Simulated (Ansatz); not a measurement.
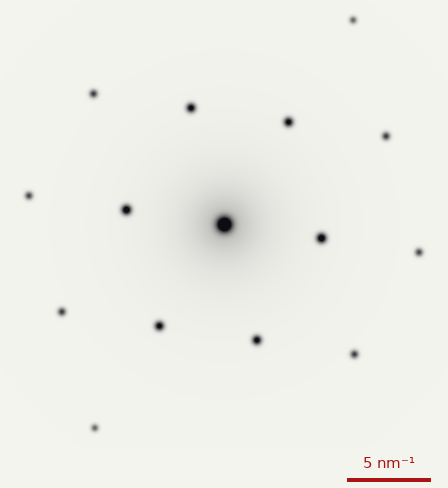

Simulated selected-area electron diffraction pattern (100 kV, kinematic approximation, thin crystal, B = 0.3 Å² for all atoms).

Phase: Hg, space group Fd-3m (No. 227), a = 6.735 Å. Structure: coordinates from a relaxation with DFT, r2SCAN, plane waves (500 eV) with PAW, scalar-relativistic (Ansatz); the starting structure was generated, so it need not be a known form of this composition.

```cif
data_structure
_symmetry_space_group_name_H-M 'Fd-3m:1'
_symmetry_Int_Tables_number 227
_cell_length_a 6.7354
_cell_length_b 6.7354
_cell_length_c 6.7354
_cell_angle_alpha 90.000
_cell_angle_beta 90.000
_cell_angle_gamma 90.000
_cell_volume 305.55
loop_
_atom_site_label
_atom_site_type_symbol
_atom_site_symmetry_multiplicity
_atom_site_Wyckoff_symbol
_atom_site_fract_x
_atom_site_fract_y
_atom_site_fract_z
_atom_site_occupancy
Hg1 Hg 8 b 0.25000 0.25000 0.75000 1
```

### Which low-index zone axis gives this pattern?

The spots form a centred rectangular net whose two shortest vectors correspond to d = 1.68 Å and 1.37 Å, 65.9° apart. They index as 0 0 4 and 2 -4 2, so the zone axis is [210] (or an equivalent direction of <210>).

### Which reflections of this zone are missing, and why?

The lattice centring (F) removes all reflections that break h + k = 2n, h + l = 2n; a glide plane extinguishes reflections such as 2 -4 0; a screw axis and a glide plane both extinguish reflections such as 0 0 2, 0 0 6; reflections such as 2 -4 -4, 2 -4 4, 2 -4 -8 are allowed by the space group but vanish because the atoms sit on special positions.
